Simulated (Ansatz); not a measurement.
Run report: C8HF, single-point calculation

- system: C8HF (slab, 10 atoms in the cell)
- method: DFT PBE+D3(BJ), scalar-relativistic, plane waves, PAW, PAW set soft_1, no spin polarisation (Ansatz 0.2.0)

The structure derives from an entry of the Crystallography Open Database. Figures and captions count atoms from 1; the log counts them from 0 in places.

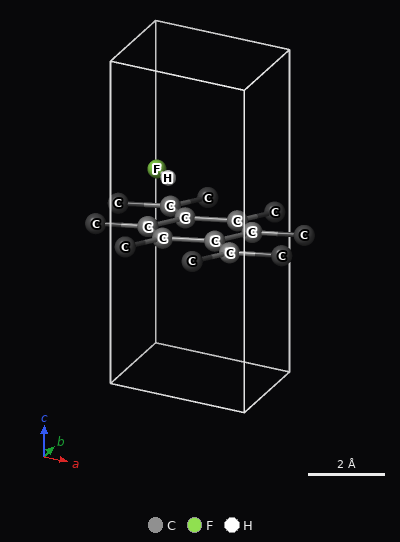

Fig. 1: The input geometry (ball-and-stick view of the cell of the calculation, with the vacuum cut short, seen slightly off an axis; neighbours outside the cell are drawn fainter). An atom can appear more than once, as a periodic image. Near neighbours in the periodic cell (some may lie outside the picture): C has 3 C at 1.42 Å; F has 1 H at 1.10 Å; H has 1 F at 1.10 Å.

## Input
```yaml
crystal:
  lattice:
    - [4.9313048826, -1.0e-10, 0.0]
    - [-2.4656524413, 4.2706353022, 0.0]
    - [0.0, 0.0, 18.0000331944]
  atoms:
    - { symbol: C, position: [0.3333333333, 0.1666666667, 0.2222236565] }
    - { symbol: C, position: [0.3333333333, 0.6666666667, 0.2222236565] }
    - { symbol: C, position: [0.8333333333, 0.1666666667, 0.2222236565] }
    - { symbol: C, position: [0.8333333333, 0.6666666667, 0.2222236565] }
    - { symbol: C, position: [0.1666666667, 0.3333333333, 0.2222218124] }
    - { symbol: C, position: [0.1666666667, 0.8333333333, 0.2222218124] }
    - { symbol: C, position: [0.6666666667, 0.3333333333, 0.2222218124] }
    - { symbol: C, position: [0.6666666667, 0.8333333333, 0.2222218124] }
    - { symbol: F, position: [0.2689986429, 0.2310013571, 0.320001254] }
    - { symbol: H, position: [0.3976680237, 0.1023319763, 0.320001254] }
basis:
  ecutwfc: 420
kpoints:
  mp_grid: { grid: [6, 6, 1] }
hamiltonian:
  xc: pbe
  pseudopotentials: { kind: paw, azcp: { folder: soft_1 } }
  dispersion: d3bj
scf:
  occupations: { method: gaussian, width: 0.1 }
output:
  forces: true
  eigenvalues: true
  write_density: true
  write_potential: true
  elf: true
  volumetric_format: npy
efield:
  axis: 3
  dipole_correction: true
  ramp_width: 0.04
```

Run on 1 thread of Intel Xeon (Granite Rapids), 32 GiB of memory available, shared host.

Command:
```bash
ansatz run input.yaml --threads 1 --pin off --max-ram 3072MiB --backend cpu --events-out ev --progress --plain --runs-dir out
```

## What the program printed
```
Engine: ansatz 0.2.0, x86_64-unknown-linux-gnu
Pseudopotentials: kind: paw
Pseudopotential: C, paw, valence charge 4, recommended cutoff 420 eV (normal), [file]
Pseudopotential: F, paw, valence charge 7, recommended cutoff 420 eV (normal), [file]
Pseudopotential: H, paw, valence charge 1, recommended cutoff 420 eV (normal), [file]
Functional definition: PBE
  parameter kappa = 0.804
  parameter beta = 0.06672455060314922
  exchange = pbe_x(kappa = kappa, mu = beta*pi^2/3)
  correlation = pbe_c(beta = beta)
Crystal: 10 atoms, lattice volume = 379.077 Å³
Basis set: ecut = 420 eV, 7375 PW (Γ), exchange–correlation on 72×72×250 points (8 copies of the dense FFT grid, shifted against one another)
Bands: 30, of which v1, the nominal top of the filled ones, is band 20 counted from 1 (19 counted from 0)
Symmetry: 2 space group operations
Space group: Cm (ITA 8), of the structure as read, at distance tolerance 7.2e-5 Å
k-points: 13 of 36 (time reversal used)
Non-local potential: C, projectors of the file, l = 0: 2, l = 1: 2, l = 2: 1
Non-local potential: F, projectors of the file, l = 0: 2, l = 1: 2, l = 2: 1
Non-local potential: H, projectors of the file, l = 0: 2, l = 1: 1
PAW form: soft (Blöchl's): semilocal exchange-correlation on the pseudo side does not see the compensation charge
PAW one-centre angular grid: C, 110 points (default); XC on 64 Gauss nodes
PAW one-centre angular grid: F, 110 points (default); XC on 64 Gauss nodes
PAW one-centre angular grid: H, 110 points (default); XC on 64 Gauss nodes
Initial density: superposition of atomic densities (neutral atoms: chi_scale 0, normalization atom)
Initial wavefunctions: pseudopotential atomic-orbital guess
Functional: x = pbe(κ = 0.804, μ = 0.2195149727645171), c = pbe(β = 0.06672455060314922)
SCF iter   1: F=—  HF=-2834.773945 eV  |F-HF|=—  |Δ(HF+E_count)|=         —  Δρ=6.03e-2  dr2=1.30e1  ethr=3.10e-3  p=-0.000 e·Å  D=-7.67e-7 V/Å  ΔV_dip=0.00 eV  dr2_dipole=2.75e-2  V_vac-E_F(+/−)=7.92/7.92 eV  ⟨swp⟩=9.3  Hψ=2355  notcnv=0  defer=12
efield: sawtooth ramp at fractional position 0.7511 (placed from the atoms, in the widest stretch of the axis that holds none; the zero of the levels goes with the place), width 0.0400; the density the first Hamiltonian is built on has a dipole p = -0.000 e·Å; the dipole correction subtracts the counter field D = -7.67e-7 V/Å, which shifts the + side's vacuum level by +0.00 eV against the − side's; the planar-averaged density in the ramp window peaks in size at 4.1e-7 e/Å³
preconditioner: auto → Resta (q_TF=auto, 1.875 Å⁻¹)  ε∞=1.6  [insulator: Δε(μ)=0.534 eV  Ē_g=15.649 eV  σ=0.100 eV  W_gap=1.00  n_scr=52 (ndim 8)  ℏωp=11.8 eV  f_vac=0.723  D(μ)=0.00/eV (n_scr^D=0)  ε∞_Penn≈1.6  vacuum switching on, ρ_ref=1.8e-2 e/Å³]
SCF iter   2: F=—  HF=-2829.909144 eV  |F-HF|=—  |Δ(HF+E_count)|=    4.86e0  Δρ=2.52e-2  dr2=1.70e0  ethr=3.10e-3  p=0.113 e·Å  D=5.38e-2 V/Å  ΔV_dip=-0.97 eV  dr2_dipole=2.19e-4  V_vac-E_F(+/−)=4.72/5.69 eV  ⟨swp⟩=4.2  Hψ=1068  notcnv=0  defer=64
SCF iter   3: F=—  HF=-2829.397050 eV  |F-HF|=—  |Δ(HF+E_count)|=   5.12e-1  Δρ=1.11e-2  dr2=3.10e-1  ethr=3.10e-3  p=0.077 e·Å  D=3.67e-2 V/Å  ΔV_dip=-0.66 eV  dr2_dipole=5.64e-4  V_vac-E_F(+/−)=3.60/4.26 eV  ⟨swp⟩=3.0  Hψ=876  notcnv=0  defer=49
SCF iter   4: F=—  HF=-2829.321283 eV  |F-HF|=—  |Δ(HF+E_count)|=   7.58e-2  Δρ=3.55e-3  dr2=2.04e-2  ethr=7.76e-4  p=0.066 e·Å  D=3.13e-2 V/Å  ΔV_dip=-0.56 eV  dr2_dipole=3.68e-5  V_vac-E_F(+/−)=3.59/4.15 eV  ⟨swp⟩=2.0  Hψ=800  notcnv=0  defer=49
SCF iter   5: F=—  HF=-2829.321399 eV  |F-HF|=—  |Δ(HF+E_count)|=   1.16e-4  Δρ=1.12e-3  dr2=4.96e-3  ethr=5.11e-5  p=0.070 e·Å  D=3.32e-2 V/Å  ΔV_dip=-0.60 eV  dr2_dipole=1.35e-4  V_vac-E_F(+/−)=3.60/4.20 eV  ⟨swp⟩=2.2  Hψ=680  notcnv=0  defer=46
SCF iter   6: F=—  HF=-2829.320728 eV  |F-HF|=—  |Δ(HF+E_count)|=   6.71e-4  Δρ=2.01e-4  dr2=1.10e-4  ethr=1.24e-5  p=0.062 e·Å  D=2.98e-2 V/Å  ΔV_dip=-0.54 eV  dr2_dipole=3.42e-8  V_vac-E_F(+/−)=3.63/4.17 eV  ⟨swp⟩=2.0  Hψ=528  notcnv=0  defer=46
SCF iter   7: F=—  HF=-2829.320782 eV  |F-HF|=—  |Δ(HF+E_count)|=   5.36e-5  Δρ=7.11e-5  dr2=1.30e-5  ethr=2.74e-7  p=0.062 e·Å  D=2.98e-2 V/Å  ΔV_dip=-0.54 eV  dr2_dipole=5.36e-7  V_vac-E_F(+/−)=3.62/4.16 eV  ⟨swp⟩=2.1  Hψ=577  notcnv=0  defer=46
SCF iter   8: F=—  HF=-2829.320760 eV  |F-HF|=—  |Δ(HF+E_count)|=   2.18e-5  Δρ=1.88e-5  dr2=1.20e-6  ethr=3.26e-8  p=0.063 e·Å  D=3.02e-2 V/Å  ΔV_dip=-0.54 eV  dr2_dipole=7.37e-8  V_vac-E_F(+/−)=3.62/4.16 eV  ⟨swp⟩=2.0  Hψ=624  notcnv=0  defer=46
SCF iter   9: F=—  HF=-2829.320760 eV  |F-HF|=—  |Δ(HF+E_count)|=   1.01e-7  Δρ=6.39e-6  dr2=1.22e-7  ethr=3.01e-9  p=0.063 e·Å  D=3.01e-2 V/Å  ΔV_dip=-0.54 eV  dr2_dipole=1.49e-11  V_vac-E_F(+/−)=3.62/4.16 eV  ⟨swp⟩=2.0  Hψ=571  notcnv=0  defer=46
SCF iter  10: F=-2829.320760 eV  HF=-2829.320760 eV  |F-HF|=1.51e-8  |Δ(HF+E_count)|=   4.64e-8  Δρ=2.50e-6  dr2=2.78e-8  ethr=2.50e-10  p=0.063 e·Å  D=3.01e-2 V/Å  ΔV_dip=-0.54 eV  dr2_dipole=7.70e-10  V_vac-E_F(+/−)=3.62/4.16 eV  ⟨swp⟩=26.8  Hψ=3724  notcnv=0
SCF 1 converged in 10 iterations: F = -2829.320760 eV  dr2 = 2.78e-8
  greatest PAW one-centre occupation: 0.939 electrons in one spin orbital (limit 2), on the F atom at site 8 (counted from 0), in its partial waves of l = 0
```

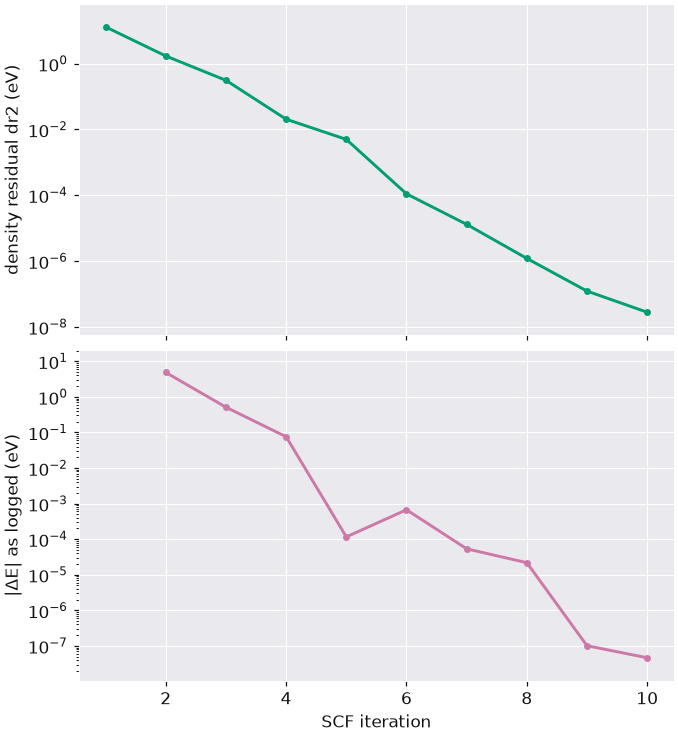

Fig. 2: Convergence of the self-consistent field: density residual dr2 and size of the energy change against the SCF iteration. The residual falls at every step.

```
WARN: The output density's exchange-correlation potential varies sharply where the density is thin. Do not read a vacuum level from v_tot or v_xc, or from such a field of the output density. On a cell that repeats whose density bears no net charge and no dipole along the vacuum's axis use v_es (v_loc + v_h of the components); under efield.dipole_correction with no amplitude use v_es + v_field, which holds any external_charges[].barrier, or the levels of the report's work_function block, which leave it out; under a non-zero efield.amplitude the vacuum is tilted and has no level; on a cell that repeats and bears such a dipole with no correction it is tilted too, and efield.dipole_correction with no amplitude gives each side of its ramp a level where efield: is served; in a cell that repeats whose density bears a net charge (total_charge, or a fill off its count) it is curved and has none; of a slab under crystal.periodic whose density bears no net charge use v_es, which has a level on each side, short of where the two are joined; of another it falls or rises all the way out and has none; of a slab beside external_charges read slab_vacuum_level instead, which it has where they leave it neutral. The grid or the basis barely resolves most such structure, and the values can differ between equally converged runs; as a rule a tighter scf.convergence.dr2_threshold does not remove it. Where the density itself ripples (under the LDA too) a higher basis.ecutwfc lessens it. The files hold the spikes' plane waves up to the density's cutoff. Files: v_tot_of_output_density and the like, and their columns of v_z.tsv (output.write_potential); v_xc_of_output_density and the like, and their columns of v_comp_z.tsv (output.write_potential_components). Measured: with its Gaussian average of σ = 0.25 Å subtracted twice, the exchange-correlation potential is over 0.1 eV at 97 of the grid points where the equally averaged density (valence and model cores) is under 1e-3 e/Å³, and 0.253 eV at the most among them, at an averaged density of 1.8e-7 e/Å³. The input density's (outcome.potential() and, of a run that writes arrays, v_tot and v_xc) is over 0.1 eV, so measured, at 72 points of its own thin density, 0.156 eV at the most. See output.write_potential in the manual, Limitations
SCF converged after 10 iterations
Free energy (F): -2829.320760 eV
Harris-Foulkes:  -2829.320760 eV  (|F-HF|=1.51e-8)
Internal energy: -2829.320717 eV  (E = F + TS)
E sigma→0 (E₀):  -2829.320739 eV
Entropy (-TS):   -0.000043 eV (-0.004 meV/atom)
Fermi energy:    -1.466766 eV
Dipole field:    D = 0.030113 V/Å  (p = 0.063085 e·Å, saw-weighted, corrected)
Work function:   Φ+ = 3.6195 eV   Φ− = 4.1616 eV
Levels:          The Fermi level and band energies are counted from a zero that moves with the ramp; work functions are not
--- Per-component energies (eV) ---
  E_band       = -458.241577
  E_kinetic    = 922.674058
  E_local      = -16401.793252  (includes V_loc(G=0)·N_el)
  E_nonlocal   = 275.824449
  E_hartree    = 7726.952030
  E_xc         = -461.875356
  E_vxc        = -573.406521  (∫ρ·V_xc dr)
  E_paw        = -1006.167588  (= ΣΔE_a)
  E_vpaw       = -136.081443  (= ΣTr[D̂ρ^β])
  E_aug_tail   = 0.000196  (compensation charges beyond the density's cutoff)
  E_efield     = 0.000950  (sawtooth field / dipole correction)
  E_vefield    = 0.637887  (∫n·V_field dr)
  E_ewald      = 6115.881992
  E_disp       = -0.818195  (pairwise vdW)
  E_smearing   = -0.000043  (= −TS)
  E_closure    = 0.000000  (closes the sum)
  Σ components = -2829.320760   (vs F -2829.320760, Δ=0.00e0)
--- Forces (eV/Å), atoms counted from 1 ---
  atom   1  C      0.92277427    -0.53276397    -3.48078354
  atom   2  C      0.19919762    -0.31093367    -0.26895426
  atom   3  C      0.36887526    -0.01704337    -0.26895426
  atom   4  C     -0.09196672     0.05309701    -0.00375813
  atom   5  C     -1.64417605     0.94926548    -2.67485760
  atom   6  C     -0.11263780    -0.33117451    -0.60765772
  atom   7  C      0.23048664     0.26313445    -0.60765772
  atom   8  C      0.10506599    -0.06065988     0.00184439
  atom   9  F      3.53920162    -2.04335901     7.41811790
  atom  10  H     -3.51687435     2.03046835     0.49234459
  max |Σ_I F_I| component: 3.16e-4 eV/Å
--- Band table (eV; the first three rows and the last of 13) ---
  k-point 0: bands = ["-27.9546", "-21.2420", "-16.2681", "-16.1403", "-16.0408", "-15.1834", "-15.0726", "-15.0138", "-11.2417", "-10.1430", "-8.4444", "-8.3686", "-8.1532", "-7.7000", "-7.4664", "-4.7947", "-4.7861", "-4.1916", "-3.8990", "-3.1036", "-0.3729", "0.1374", "0.1490", "0.7146", "2.2002", "2.3094", "3.2026", "4.0320", "4.9291", "5.5678"]
  k-point 1: bands = ["-27.9531", "-21.0853", "-17.3825", "-16.5575", "-16.4967", "-14.5096", "-14.4321", "-13.5812", "-11.2514", "-10.0294", "-8.8739", "-8.6878", "-8.1232", "-7.8495", "-7.3836", "-5.4400", "-5.1360", "-4.7094", "-4.0020", "-3.3289", "-0.1126", "0.3806", "0.8559", "1.1775", "2.4192", "2.5069", "3.3479", "4.2336", "4.9885", "5.6899"]
  k-point 2: bands = ["-27.9500", "-20.6152", "-18.7399", "-16.9729", "-16.9086", "-13.3831", "-13.2862", "-11.6857", "-11.1282", "-10.0401", "-9.8225", "-9.5558", "-8.2154", "-7.6216", "-7.1393", "-7.0538", "-5.9774", "-5.6457", "-4.1609", "-3.5226", "0.3927", "0.8779", "1.3008", "2.9664", "3.0785", "3.1861", "3.6951", "4.6743", "4.9948", "5.6522"]
  k-point 12: bands = ["-27.9474", "-19.9039", "-19.7865", "-17.0712", "-17.0320", "-12.7490", "-12.3096", "-11.5337", "-10.8045", "-10.7749", "-9.6044", "-9.1240", "-8.9416", "-8.0722", "-7.2721", "-6.8204", "-6.7056", "-6.3421", "-4.3324", "-3.2623", "0.8154", "0.9830", "1.2542", "3.4794", "3.9596", "4.1344", "4.2116", "4.6478", "4.8020", "5.4660"]
```

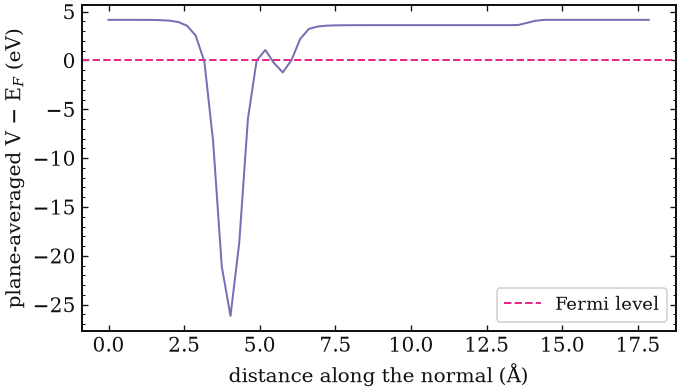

Fig. 3: Plane average of the electrostatic potential energy of an electron across the cell, from the Fermi level. The vacuum level lies 3.62 eV above the Fermi level on the upper side and 4.16 eV on the lower.

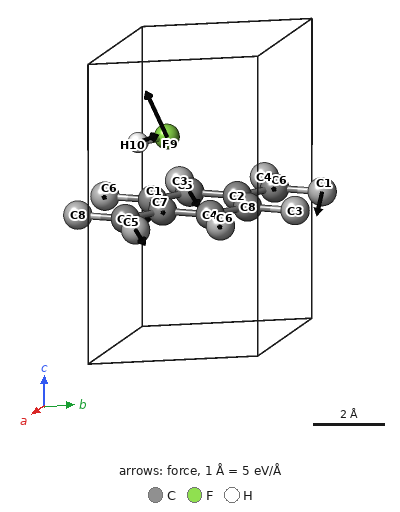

Fig. 4: Forces on the atoms as black arrows (ball-and-stick view of the cell of the calculation, with the vacuum cut short, seen slightly off an axis; neighbours outside the cell are drawn fainter; atoms are numbered from 1 in the order of the input); the smallest are left out. The largest act on F9 (8.47 eV/Å); H10 (4.09 eV/Å); C1 (3.64 eV/Å); C5 (3.28 eV/Å). The geometry is not a stationary point of this energy.

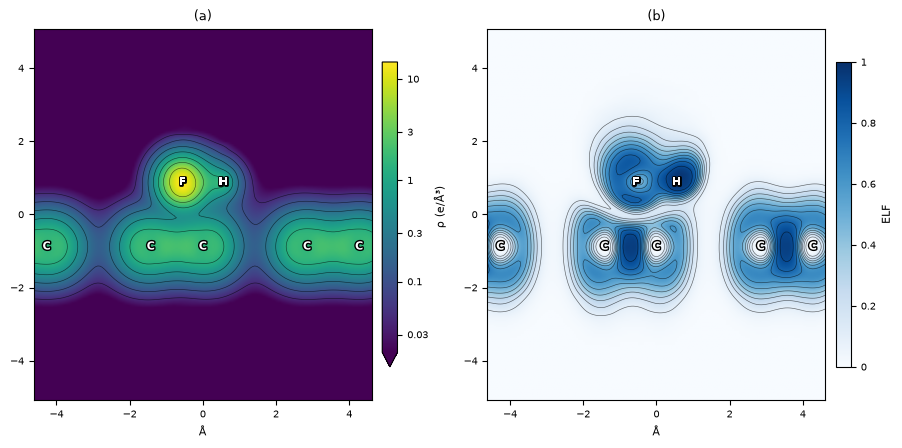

Fig. 5: (a) valence electron density; (b) ELF on the (110) plane of the calculation cell, a cut from vacuum to vacuum. F–H (1.10 Å): ρ at the midpoint is about 3 e/Å³, with its minimum of 1.5 e/Å³ about 0.9 Å from F; the ELF climbs to about 0.95 towards the hydrogen, as it does in any bond to H. The density dies away to nearly zero in the vacuum. Core electrons are frozen (PAW), so the fields are smoothed inside the atomic spheres.

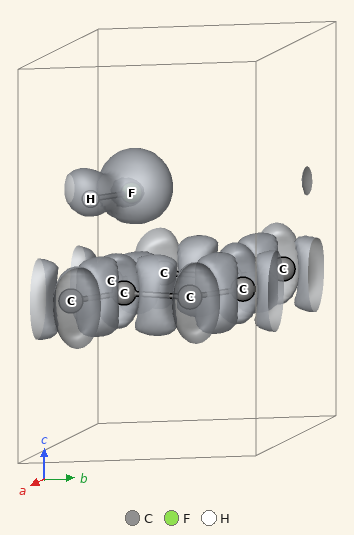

Fig. 6: Isosurface of the electron localisation function at 0.7 (grey), seen slightly off an axis. Only the valence region is drawn (cores and ρ < 0.01 e/Å³ removed). Sticks mark near contacts. The ELF exceeds this value in twelve regions between bonded C–C atoms (shared pairs) and one joined region spread over several atoms (F, H), counted in one cell of 10 atoms.  Values along the shortest contacts: F–H (1.10 Å): the ELF climbs to about 0.95 towards the hydrogen.

## Key numbers

- outcome: converged
- electrons treated: 40
- free energy: −2829.3208 eV
- work function, top face: 3.62 eV
- work function, bottom face: 4.16 eV
- Fermi energy: −1.467 eV
- gap on the k-point mesh: 0.45 eV
- work function (upper face): 3.62 eV
- largest force (length of the vector): 8.469 eV/Å
- wall time: 8.9 s
- peak memory: 0.52 GiB

## Remarks

The program warns: the exchange-correlation potential is rough where the density is thin.
